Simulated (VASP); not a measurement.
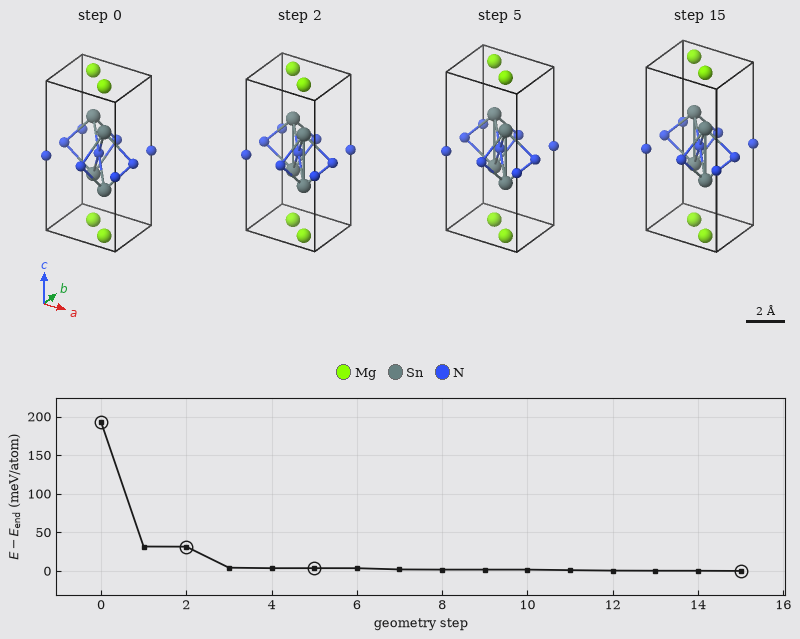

Frames of a relaxation of a crystal of MgSn2N2 (a generated structure, set up in P6/mmm), marked on the history of the run. A ball-and-stick model of the cell of the calculation, seen slightly off an axis.

The run lets cell and atoms move.

Level of theory: VASP, Kohn-Sham DFT of a periodic cell, PBE, VASP PAW PBE potentials, recommended.

Input file:
```
SYSTEM = MgSn2N2
ALGO     = Fast           ! electronic algorithm
EDIFF    = 1E-4           ! SCF threshold, eV
EDIFFG   = -0.08          ! ionic threshold
ENCUT    = 520            ! plane-wave cutoff, eV
GGA      = PE             ! functional
IBRION   = 2              ! ionic algorithm
ISIF     = 3              ! what is computed and relaxed
ISMEAR   = 0              ! smearing method
LASPH    = .True.         ! aspherical terms in the spheres
LCHARG   = .False.        ! write CHGCAR
LREAL    = Auto         
LWAVE    = .False.        ! write WAVECAR
NELM     = 60             ! most SCF steps
NSW      = 24             ! ionic steps
PREC     = Normal         ! precision mode
SIGMA    = 0.15           ! smearing width, eV
```

Launched with:
```bash
cat potpaw_PBE.64/Mg/POTCAR potpaw_PBE.64/Sn_d/POTCAR potpaw_PBE.64/N/POTCAR > POTCAR
mpirun -np 1 vasp_std > vasp.out
```

> Describe the path.

The largest moves relative to the cell, 0.31 Å, are those of Sn atoms. N and Mg stay in place. Cell: a = b 5.682 → 5.785 Å (+1.8 %), c 8.236 → 8.985 Å (+9.1 %). Volume +13.1 %. Near-neighbour distances that change, for instance: Mg–Sn 2.527 → 3.066 Å, Sn–Sn 3.181 → 2.854 Å, N–Sn 2.285 → 2.196 Å. Among the angles between lasting bonds that change: Sn–N–Sn 91.8° → 99.0°, Sn–N–Sn 88.2° → 81.0°, N–Sn–N 76.9° → 82.4°. The space group stays P6/mmm (No. 191). The energy falls by 193 meV per atom in 15 geometry steps. The largest force component goes from 3.8 to 0.035 eV/Å. Pressure: −0.15 GPa at the start and 0.29 GPa at the end. The volume changes by over a tenth within one run on a fixed set of plane waves, so the end point should be relaxed again from the new cell. It ran on 1 thread of Intel(R) Xeon(R) Platinum 8488C (Sapphire Rapids) (shared host). From step 0 to 2: Sn atoms move most (0.19 Å), volume −0.3 %, energy −162 meV per atom. From step 2 to 5: Sn atoms move most (0.04 Å), volume +11.2 %, energy −27.9 meV per atom. From step 5 to 15: Sn atoms move most (0.06 Å), volume +2.0 %, energy −3.6 meV per atom.

Limits of the set-up: layers or molecules are held without a dispersion correction, so their spacing is unreliable.
